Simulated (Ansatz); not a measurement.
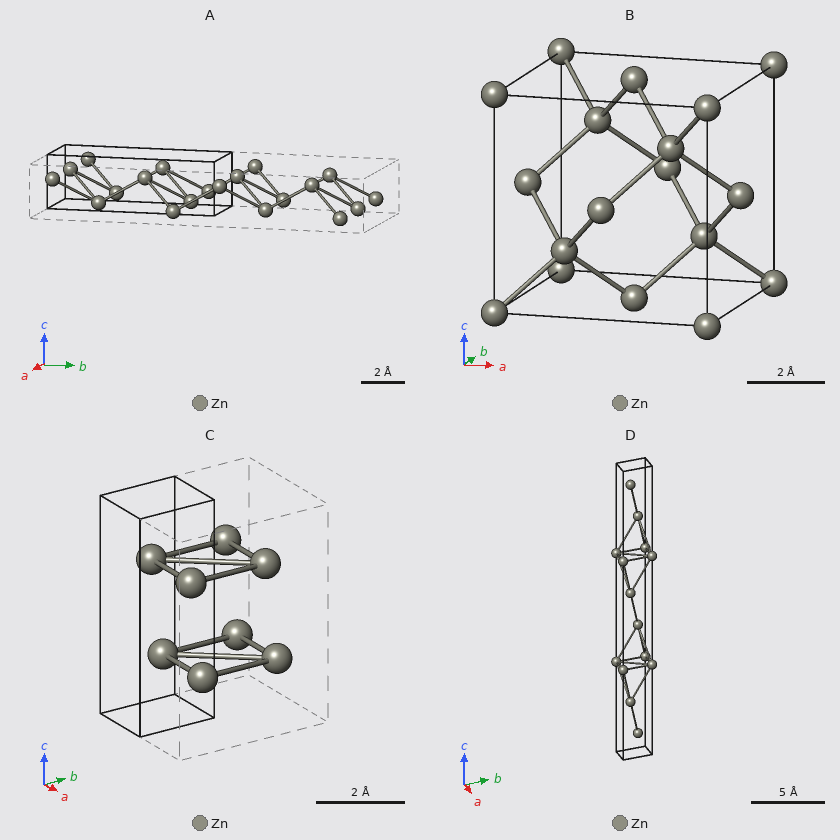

Four structures of Zn, each relaxed to rest (conventional cells in solid outline, small ones repeated, each panel with its own scale). Method: DFT PBE, scalar-relativistic, plane waves, PAW in Ansatz, without spin polarisation.

> Give the type and space group of each panel.

A: 4 atoms a cell on a base-centred orthorhombic lattice, Cmcm; B: diamond, Fd-3m; C: hexagonal close-packed (Mg type), P6_3/mmc; D: 8 atoms a cell on a primitive hexagonal lattice, P-3m1.

> Which of these is lowest in energy, and how far above it do the others lie?

C, then D (+17 meV/atom), A (+27 meV/atom) and B (+474 meV/atom), energies at zero smearing.

> Collect the results in a table.

| panel | structure | E − E(lowest) (meV/atom) | volume (Å³/atom) | gap (eV) |
| --- | --- | --- | --- | --- |
| C | P6_3/mmc | 0 | 15.3 | metal |
| D | P-3m1 | 17 | 15.4 | metal |
| A | Cmcm | 27 | 16.3 | metal |
| B | Fd-3m | 474 | 24.6 | metal |

Some of these may be structure types tried for this composition rather than known phases, and the most stable form need not be among them. Gaps are taken on the k-mesh or band path of each run.
